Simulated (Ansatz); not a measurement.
## Run report: Al$_{2}$Cu, geometry relaxation (part 1 of 2)

Al$_{2}$Cu (I4/mcm, 6 atoms in the cell), computed with DFT r2SCAN, scalar-relativistic, plane waves, PAW, no spin polarisation (Ansatz 0.2.0).

The structure derives from a Materials Project entry. Figures and captions count atoms from 1; the log counts them from 0 in places.

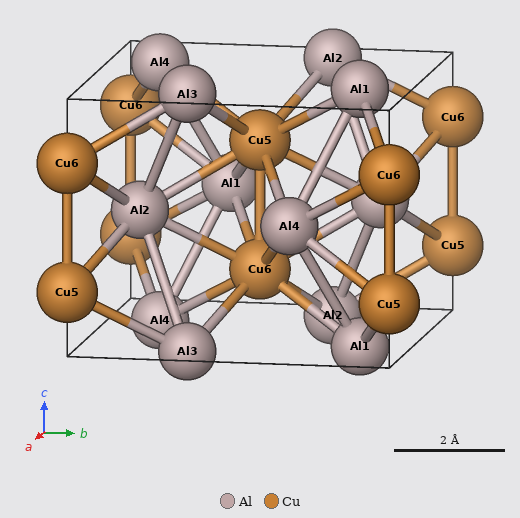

Figure 1. The structure as given in the input (ball-and-stick view of the cell 2 times as large as that of the calculation, set on its symmetry axes, seen slightly off an axis; atoms are numbered from 1 in the order of the input). An atom can appear more than once, as a periodic image.

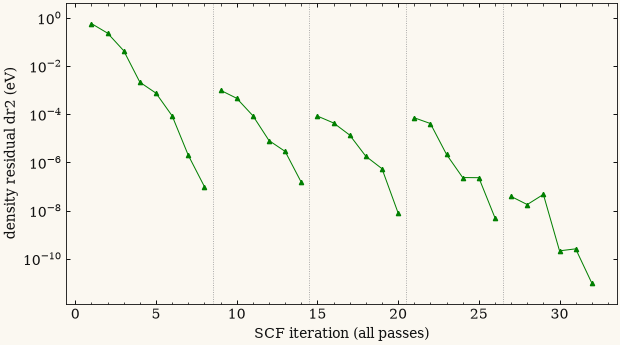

Figure 2. Convergence of the self-consistent field: density residual dr2 against the SCF iteration. The dotted lines part the SCF passes of the relaxation: geometry steps, rejected trials and re-solves on a re-selected basis. The 5 passes take 6 to 8 iterations each, 32 in all.

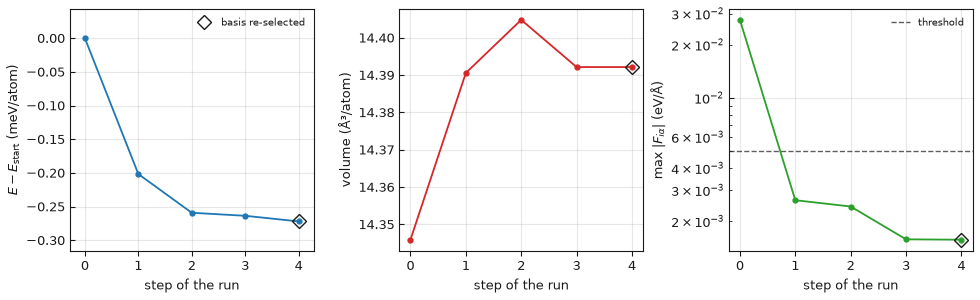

Figure 3. Progress of the relaxation, step by step (the first geometry is step 0 here and step 1 in the log).

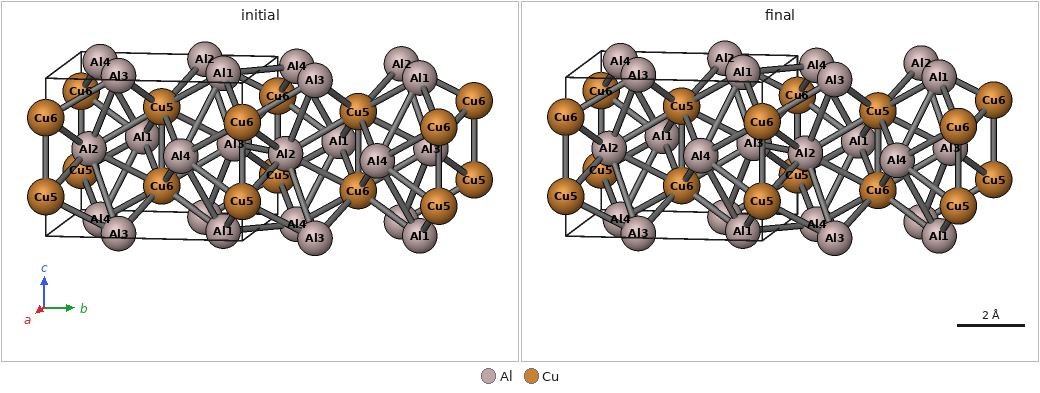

Figure 4. Before (left) and after (right) the relaxation, at one scale (ball-and-stick view of the cell 2 times as large as that of the calculation, set on its symmetry axes, repeated 1 × 2 × 1, seen slightly off an axis). Over 3 geometry steps the energy falls by 0.3 meV per atom. The largest force component goes from 0.028 to 0.0016 eV/Å. Pressure: 0.38 GPa at the start and 0.04 GPa at the end. The largest moves relative to the cell, 0.007 Å, are those of Al1, Al2, Al3 and Al4. Cu stays in place. The volume changes by +0.3 %, with a = b 5.998 → 5.991 Å (−0.1 %), c 4.785 → 4.812 Å (+0.6 %). Among the contacts that change: Cu5–Cu6 2.393 → 2.406 Å, Al1–Al4 2.691 → 2.702 Å. The space group stays I4/mcm (No. 140). A last SCF at the same geometry on a re-selected plane-wave basis shifts the energy by next to nothing (0.0 meV per atom). (Atoms are counted from 1 in the order of the input.)

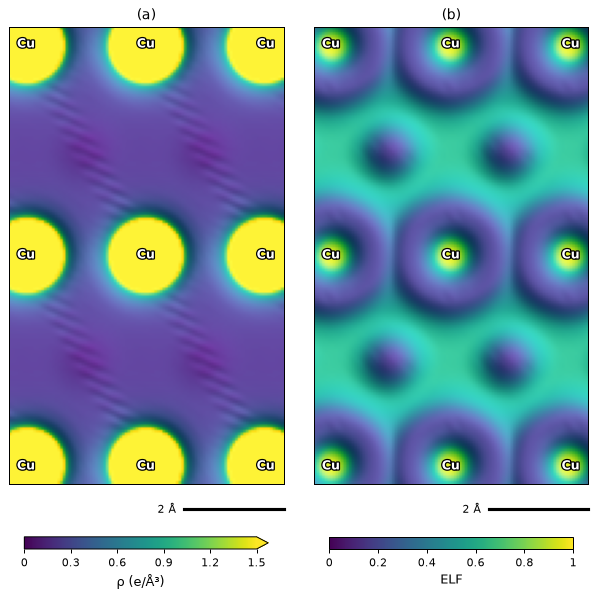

Figure 5. (a) valence electron density; (b) electron localisation function on the (11̄0) plane of the conventional cell. Atoms in the plane: Cu. Cu–Cu (2.41 Å): ρ at the midpoint is about 0.36 e/Å³; the ELF is about 0.25 at the midpoint (no shared electron pair). Away from the nuclei the density in this plane falls to 0.18 e/Å³ at its lowest. The strong features right at Cu lie inside the PAW spheres (semicore, d or f shells) and say nothing about bonding. Core electrons are frozen (PAW), so the fields are smoothed inside the atomic spheres.

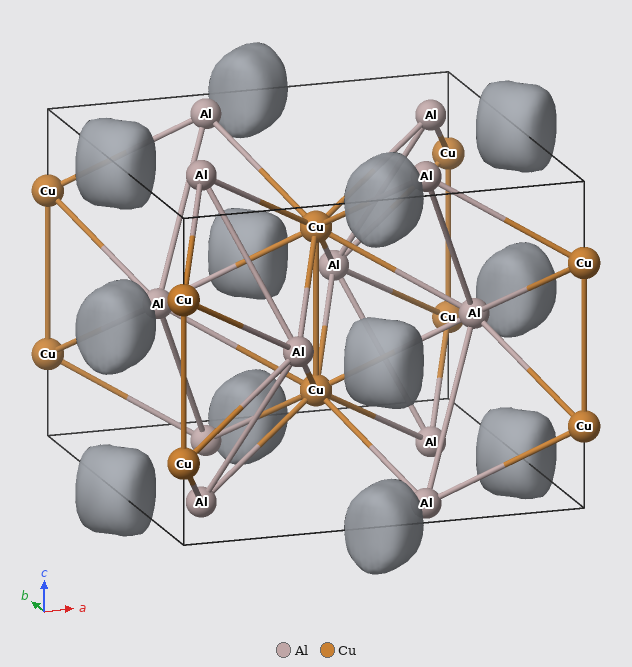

Figure 6. Isosurface of the ELF at 0.7 (grey), seen slightly off an axis. Core shells and regions of very low density are left out. Sticks mark near contacts. The outline is the cell set on symmetry axes. Along the contacts the grid gives the following. Cu–Cu (2.41 Å): the ELF is about 0.25 at the midpoint (no shared electron pair). Al–Cu (2.55 Å): the ELF peaks at about 0.65 between the atoms.

The input that produced these results follows, with the program's output.

**Input**
```yaml
crystal:
  lattice:
    - [-2.9988978291, 2.9988978291, 2.3927372905]
    - [2.9988978291, -2.9988978291, 2.3927372905]
    - [2.9988978291, 2.9988978291, -2.3927372905]
  atoms:
    - { symbol: Al, position: [0.84139308, 0.65860692, 0.5] }
    - { symbol: Al, position: [0.65860692, 0.15860692, 0.81721383] }
    - { symbol: Al, position: [0.34139308, 0.84139308, 0.18278617] }
    - { symbol: Al, position: [0.15860692, 0.34139308, 0.5] }
    - { symbol: Cu, position: [0.25, 0.25, 0.0] }
    - { symbol: Cu, position: [0.75, 0.75, 0.0] }
basis:
  ecutwfc: 500
kpoints:
  mp_grid: { grid: [10, 10, 10] }
hamiltonian:
  xc: r2scan
scf:
  occupations: { method: gaussian, width: 0.1 }
output:
  forces: true
  stress: true
  eigenvalues: true
  write_density: true
  write_potential: true
  elf: true
  volumetric_format: npy
relax:
  adjacent_minimum: "off"
  f_tol: 0.005
  max_steps: 80
  cell: { stress_tol: 0.05 }
```

Launched with:
```bash
ansatz run input.yaml --threads 1 --pin off --max-ram 2560MiB --backend cpu --events-out ev --progress --plain --runs-dir out
```

**Output**
```
Engine: ansatz 0.2.0, x86_64-unknown-linux-gnu
Pseudopotentials: kind: paw
Pseudopotential: Al, paw, valence charge 3, recommended cutoff 500 eV (meta_gga), Al.paw.azcp
Pseudopotential: Cu, paw, valence charge 19, recommended cutoff 500 eV (meta_gga), Cu.paw.azcp
Functional definition: r2SCAN
  parameter k0 = 0.174
  parameter k1 = 0.065
  parameter a1 = 4.9479
  exchange = r2scan_x(k0 = k0, k1 = k1, a1 = a1)
  correlation = r2scan_c
Crystal: 6 atoms, lattice volume = 86.075 Å³
Basis set: ecut = 500 eV, 2161 PW (Γ), exchange–correlation on 144×144×144 points (64 copies of the dense FFT grid, shifted against one another)
Bands: 31, of which v1, the nominal top of the filled ones, is band 25 counted from 1 (24 counted from 0)
Symmetry: 16 space group operations
Space group: I4/mcm (ITA 140), of the structure as read, at distance tolerance 4.4e-5 Å
k-points: 102 of 1000
Non-local potential: Al, projectors of the file, l = 0: 2, l = 1: 2, l = 2: 1
Non-local potential: Cu, projectors of the file, l = 0: 3, l = 1: 2, l = 2: 3, l = 3: 1
PAW form: soft (Blöchl's): semilocal exchange-correlation on the pseudo side does not see the compensation charge
PAW frozen core: Al, regenerated for the run's functional (the file was generated under x = pbe(κ = 0.804, μ = 0.2195149727645171), c = pbe(β = 0.06672455060314922))
PAW frozen core: Cu, regenerated for the run's functional (the file was generated under x = pbe(κ = 0.804, μ = 0.2195149727645171), c = pbe(β = 0.06672455060314922))
PAW one-centre angular grid: Al, 302 points (default); XC on 160 Gauss nodes
PAW one-centre angular grid: Cu, 590 points (default); XC on 160 Gauss nodes
Initial density: superposition of atomic densities (neutral atoms: chi_scale 0, normalization atom), corrected by the library's trained network
Initial wavefunctions: pseudopotential atomic-orbital guess
Functional: x = r2scan, c = r2scan; τ floored in thin density (d = 2e-4 eV/Å³)
SCF iter   1: F=—  HF=-15425.135187 eV  |F-HF|=—  |Δ(HF+E_count)|=         —  Δρ=2.96e-2  dr2=5.80e-1  dr2_τ=2.00e-2  ethr=1.77e-3  ⟨swp⟩=7.8  Hψ=15782  notcnv=0
preconditioner: auto → Kerker (q_TF=auto, 2.492 Å⁻¹)  [metal: Δε(μ)=0.002 eV  Ē_g=7.974 eV  σ=0.100 eV  W_gap=0.01  n_scr=16 (ndim 8)  ℏωp=23.3 eV  f_vac=0.000  D(μ)=1.83/eV (n_scr^D=12)]
SCF iter   2: F=—  HF=-15425.169248 eV  |F-HF|=—  |Δ(HF+E_count)|=   3.41e-2  Δρ=2.30e-2  dr2=2.32e-1  dr2_τ=2.89e-3  ethr=1.16e-3  ⟨swp⟩=2.0  Hψ=5904  notcnv=0  defer=130
SCF iter   3: F=—  HF=-15425.096564 eV  |F-HF|=—  |Δ(HF+E_count)|=   7.27e-2  Δρ=5.99e-3  dr2=4.32e-2  dr2_τ=7.70e-5  ethr=4.64e-4  ⟨swp⟩=2.0  Hψ=5025  notcnv=0  defer=130
SCF iter   4: F=—  HF=-15425.087075 eV  |F-HF|=—  |Δ(HF+E_count)|=   9.49e-3  Δρ=1.82e-3  dr2=2.13e-3  dr2_τ=1.76e-5  ethr=8.63e-5  ⟨swp⟩=1.0  Hψ=3983  notcnv=0  defer=127
SCF iter   5: F=—  HF=-15425.087482 eV  |F-HF|=—  |Δ(HF+E_count)|=   4.06e-4  Δρ=6.68e-4  dr2=7.48e-4  dr2_τ=1.99e-6  ethr=4.26e-6  ⟨swp⟩=2.0  Hψ=4253  notcnv=0  defer=127
SCF iter   6: F=—  HF=-15425.087315 eV  |F-HF|=—  |Δ(HF+E_count)|=   1.67e-4  Δρ=3.21e-4  dr2=8.52e-5  dr2_τ=1.89e-7  ethr=1.50e-6  ⟨swp⟩=2.5  Hψ=4561  notcnv=0  defer=127
SCF iter   7: F=—  HF=-15425.087307 eV  |F-HF|=—  |Δ(HF+E_count)|=   7.24e-6  Δρ=5.90e-5  dr2=1.97e-6  dr2_τ=1.16e-8  ethr=1.70e-7  ⟨swp⟩=2.3  Hψ=4293  notcnv=0  defer=127
SCF iter   8: F=-15425.087307 eV  HF=-15425.087307 eV  |F-HF|=7.35e-8  |Δ(HF+E_count)|=   2.04e-8  Δρ=9.95e-6  dr2=9.82e-8  dr2_τ=4.01e-10  ethr=2.00e-10  ⟨swp⟩=10.2  Hψ=22158  notcnv=0
SCF 1 converged in 8 iterations: F = -15425.087307 eV  dr2 = 9.82e-8
  greatest PAW one-centre occupation: 1.000 electrons in one spin orbital (limit 2), on the Cu atom at site 5 (counted from 0), in its partial waves of l = 0
relax step   1: F+E_penalty+E_count = -15425.08730740 eV  Δ(F+E_penalty+E_count) = +0.000e0 eV  max|allowed force component| = 2.770e-2 eV/Å  Δτ_max = 0.0000 Å  P = +0.379 GPa  Ω = 86.075 Å³  (8 SCF iters, dr2 threshold 1.00e-7 eV, accepted)
Crystal: 6 atoms, lattice volume = 86.343 Å³
Initial density: handed on by an earlier stage of this run
Initial wavefunctions: those handed on with the density
iter 1 solved again at ethr=2.08e-6 eV; its pass at ethr=3.10e-3 eV (dr2=1.04e-3 eV) is discarded
SCF iter   1: F=—  HF=-15425.088250 eV  |F-HF|=—  |Δ(HF+E_count)|=         —  Δρ=1.16e-3  dr2=9.86e-4  dr2_τ=3.09e-4  ethr=2.08e-6  ⟨swp⟩=2.8  Hψ=16015  notcnv=0
preconditioner: auto → Kerker (q_TF=auto, 2.491 Å⁻¹)  [metal: Δε(μ)=0.044 eV  Ē_g=7.731 eV  σ=0.100 eV  W_gap=0.24  n_scr=16 (ndim 8)  ℏωp=23.3 eV  f_vac=0.000  D(μ)=1.86/eV (n_scr^D=12)]
SCF iter   2: F=—  HF=-15425.088664 eV  |F-HF|=—  |Δ(HF+E_count)|=   4.14e-4  Δρ=1.05e-3  dr2=4.58e-4  dr2_τ=4.59e-6  ethr=1.97e-6  ⟨swp⟩=2.0  Hψ=5064  notcnv=0
SCF iter   3: F=—  HF=-15425.088531 eV  |F-HF|=—  |Δ(HF+E_count)|=   1.33e-4  Δρ=2.21e-4  dr2=8.69e-5  dr2_τ=1.57e-7  ethr=9.16e-7  ⟨swp⟩=2.0  Hψ=4618  notcnv=0
SCF iter   4: F=—  HF=-15425.088517 eV  |F-HF|=—  |Δ(HF+E_count)|=   1.39e-5  Δρ=1.02e-4  dr2=8.06e-6  dr2_τ=1.14e-7  ethr=1.74e-7  ⟨swp⟩=2.5  Hψ=4614  notcnv=0
SCF iter   5: F=—  HF=-15425.088518 eV  |F-HF|=—  |Δ(HF+E_count)|=   5.25e-7  Δρ=7.47e-5  dr2=2.85e-6  dr2_τ=6.42e-9  ethr=1.61e-8  ⟨swp⟩=2.4  Hψ=4786  notcnv=0
SCF iter   6: F=-15425.088517 eV  HF=-15425.088517 eV  |F-HF|=6.45e-8  |Δ(HF+E_count)|=   5.13e-7  Δρ=9.86e-6  dr2=1.49e-7  dr2_τ=4.53e-10  ethr=1.20e-9  ⟨swp⟩=6.2  Hψ=19750  notcnv=0
SCF 2 converged in 6 iterations: F = -15425.088517 eV  dr2 = 1.49e-7
relax step   2: F+E_penalty+E_count = -15425.08851717 eV  Δ(F+E_penalty+E_count) = -1.210e-3 eV  max|allowed force component| = 2.634e-3 eV/Å  Δτ_max = 0.0051 Å  P = +0.045 GPa  Ω = 86.343 Å³  energy of the carried Pulay correction = -4.794e-5 eV  (6 SCF iters, dr2 threshold 6.00e-7 eV, accepted)
Crystal: 6 atoms, lattice volume = 86.429 Å³
Basis set: ecut = 500 eV, 2177 PW (Γ), exchange–correlation on 144×144×144 points (64 copies of the dense FFT grid, shifted against one another)
iter 1 solved again at ethr=1.86e-7 eV; its pass at ethr=3.10e-3 eV (dr2=9.30e-5 eV) is discarded
SCF iter   1: F=—  HF=-15425.088561 eV  |F-HF|=—  |Δ(HF+E_count)|=         —  Δρ=3.77e-4  dr2=8.37e-5  dr2_τ=2.48e-4  ethr=1.86e-7  ⟨swp⟩=2.0  Hψ=15703  notcnv=0
preconditioner: auto → Kerker (q_TF=auto, 2.490 Å⁻¹)  [metal: Δε(μ)=0.017 eV  Ē_g=7.716 eV  σ=0.100 eV  W_gap=0.09  n_scr=16 (ndim 8)  ℏωp=23.3 eV  f_vac=0.000  D(μ)=1.86/eV (n_scr^D=12)]
SCF iter   2: F=—  HF=-15425.088871 eV  |F-HF|=—  |Δ(HF+E_count)|=   3.09e-4  Δρ=3.00e-4  dr2=4.33e-5  dr2_τ=5.09e-7  ethr=1.67e-7  ⟨swp⟩=2.0  Hψ=5723  notcnv=0
SCF iter   3: F=—  HF=-15425.088862 eV  |F-HF|=—  |Δ(HF+E_count)|=   8.56e-6  Δρ=1.31e-4  dr2=1.36e-5  dr2_τ=6.68e-8  ethr=8.66e-8  ⟨swp⟩=2.0  Hψ=4548  notcnv=0
SCF iter   4: F=—  HF=-15425.088862 eV  |F-HF|=—  |Δ(HF+E_count)|=   1.58e-7  Δρ=4.99e-5  dr2=1.79e-6  dr2_τ=1.56e-8  ethr=2.72e-8  ⟨swp⟩=2.4  Hψ=4630  notcnv=0
SCF iter   5: F=—  HF=-15425.088862 eV  |F-HF|=—  |Δ(HF+E_count)|=   1.46e-7  Δρ=2.83e-5  dr2=5.47e-7  dr2_τ=1.86e-9  ethr=3.57e-9  ⟨swp⟩=1.5  Hψ=4060  notcnv=0
SCF iter   6: F=-15425.088862 eV  HF=-15425.088862 eV  |F-HF|=3.60e-9  |Δ(HF+E_count)|=   6.74e-8  Δρ=3.61e-6  dr2=7.90e-9  dr2_τ=5.80e-11  ethr=6.34e-10  ⟨swp⟩=7.2  Hψ=17199  notcnv=0
SCF 3 converged in 6 iterations: F = -15425.088862 eV  dr2 = 7.90e-9
```
